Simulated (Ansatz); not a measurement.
**Ga4As3P: density, localisation and related maps**

Input

```
crystal:
  lattice:
    - [7.3675761183, -1.9787573924, 0.0312131109]
    - [7.3675761183, 1.9787573924, 0.0312131109]
    - [-3.2086864574, 0.0, 6.0490769253]
  atoms:
    - { symbol: P, position: [6.43894e-05, 6.43894e-05, 0.6661236756] }
    - { symbol: As, position: [0.749010398, 0.749010398, 0.0817380626] }
    - { symbol: Ga, position: [0.1832671914, 0.1832671914, 0.8490054838] }
    - { symbol: Ga, position: [0.9376267242, 0.9376267242, 0.2770433921] }
    - { symbol: As, position: [0.5002679478, 0.5002679478, 0.1679166774] }
    - { symbol: As, position: [0.2518607893, 0.2518607893, 0.5853537583] }
    - { symbol: Ga, position: [0.6874823518, 0.6874823518, 0.3548370791] }
    - { symbol: Ga, position: [0.4404202082, 0.4404202082, 0.7679818713] }
kpoints:
  mp_grid: { grid: [6, 6, 4] }
  band_path:
    path:
      - [0.0, 0.0, 0.0]
      - [0.27300384, -0.27300384, 0.0]
      - [0.72699616, 0.27300384, 0.0]
      - [0.5, 0.5, 0.0]
      - [0.0, 0.0, 0.5]
      - [0.2499922177, -0.2499922177, 0.5]
      - [-0.2499922177, -0.7500077823, 0.5]
      - [-0.5, -0.5, 0.5]
      - [0.0, -0.5, 0.5]
    npoints: 1
hamiltonian:
  xc: r2scan
scf:
  occupations: { method: fixed }
  n_extra_bands: 6
output:
  forces: true
  stress: true
  eigenvalues: true
  write_density: true
  write_potential: true
  elf: true
  volumetric_format: npy
```

Command:

```sh
ansatz run input.yaml --threads 4 --pin off --max-ram 6451MiB --backend cpu --events-out ev --progress --plain --runs-dir out
```

Below, planes, directions and counts refer to the conventional cell (a = 14.73 Å, b = 3.96 Å, c = 6.85 Å, α = 90.00°, β = 117.68°, γ = 90.00°).

Space group Cm; started from the ordered alloy on wurtzite lattice prototype, which need not be the ambient phase.

Level of theory: DFT, r2SCAN, plane waves, PAW (Ansatz 0.2.0).

The density is the valence pseudo-density of a PAW calculation; it isn't the true density close to the nuclei.

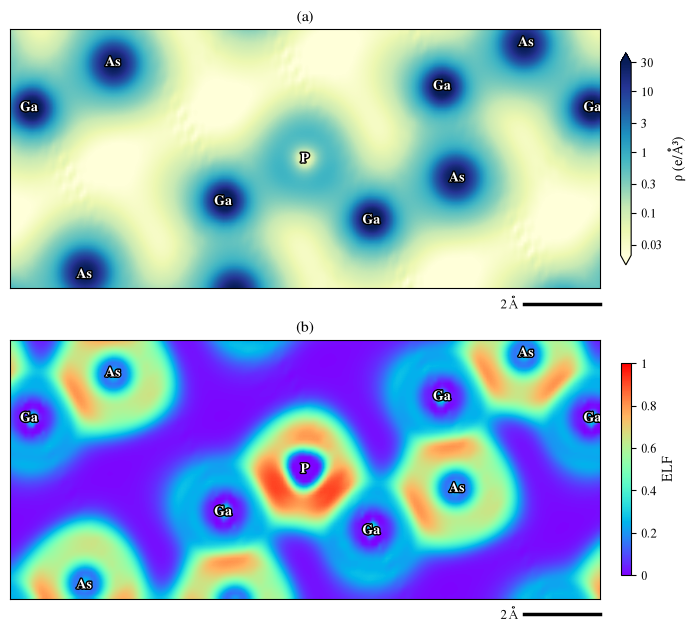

Figure 1. (a) valence charge density (pseudo); (b) electron localisation function on the (010) plane of the conventional cell.

> Interpret the plot.

The section cuts through P, As and Ga sites. Ga–P (2.39 Å): the density is about 0.53 e/Å³ at the midpoint; the ELF peaks at about 0.90 between the atoms: localised, covalent bonding. Ga–As (2.43 Å): ρ at the midpoint is about 0.52 e/Å³; the ELF peaks at about 0.80 between the atoms (a covalent bond). Between the atoms the lowest density in this plane is 0.006 e/Å³.

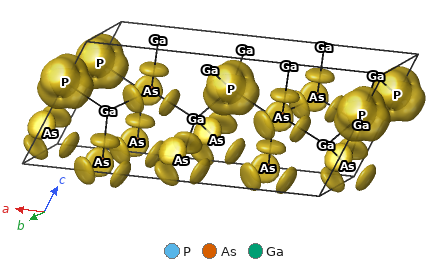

Figure 2. Isosurface of the ELF at 0.7 (yellow), seen at an oblique angle. Only the valence region is drawn (cores and ρ < 0.01 e/Å³ removed). Sticks mark near contacts.

> Where are the electrons localised?

The ELF exceeds this value in 24 regions between bonded As–Ga atoms (shared pairs) and two regions on P in which the atom's valence shell and bonds are merged, counted in one cell of 16 atoms. Regions shared between cells count once.


Ga–P (2.38 Å): the ELF peaks at about 0.90 between the atoms; a covalent bond.

> Does the calculation make it a metal, or give it a gap?

It is gapped, with a Kohn–Sham gap of 1.2 eV on the k-point mesh (the band edges may lie off the mesh, which would make the gap smaller).
